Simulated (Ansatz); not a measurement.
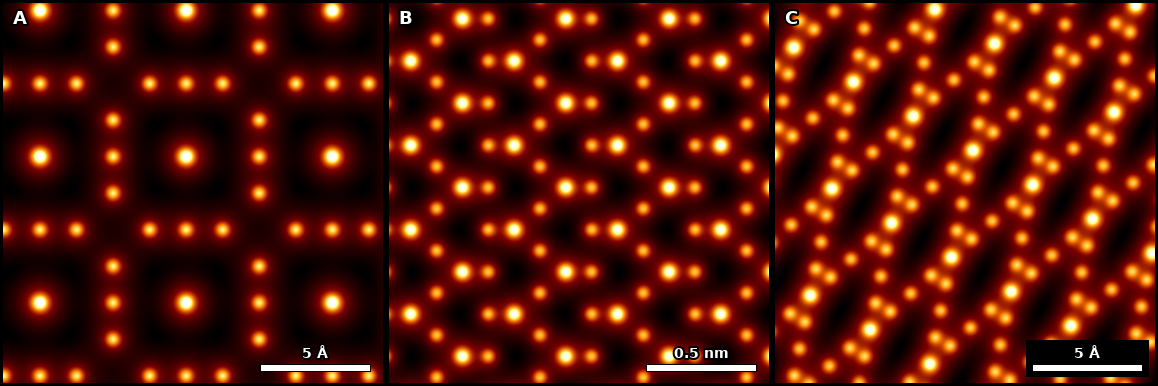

Three views of Na (Pm-3n, No. 223) along different zone axes. Computed as the sum of neutral-atom potentials (tabulated electron scattering factors, B = 0.5 Å²) projected along the beam and smoothed by 0.25 Å; brighter is more positive. The display is stretched by a gamma of 0.7; percentages refer to the linear signal. Model: coordinates from a relaxation with Ansatz, DFT, RPBE, plane waves (420 eV) with PAW, scalar-relativistic; the starting structure was generated, so it need not be a known form of this composition.

```
CELL_PARAMETERS angstrom
6.82240 0.00000 0.00000
0.00000 6.82240 0.00000
0.00000 0.00000 6.82240
ATOMIC_POSITIONS crystal
Na 0.00000 0.00000 0.00000
Na 0.50000 0.50000 0.50000
Na 0.25000 0.00000 0.50000
Na 0.75000 0.00000 0.50000
Na 0.50000 0.25000 0.00000
Na 0.50000 0.75000 0.00000
Na 0.00000 0.50000 0.25000
Na 0.00000 0.50000 0.75000
```

Match the panels to the zone axes [001], [211] and [221].

Answer. A is [001]: projected cell 6.82 × 6.82 Å, 90°, plane group p4mm. B is [211]: projected cell 3.94 × 4.82 Å, 90°, plane group p2mg. C is [221]: projected cell 3.22 × 5.09 Å, 108°, plane group c2mm.
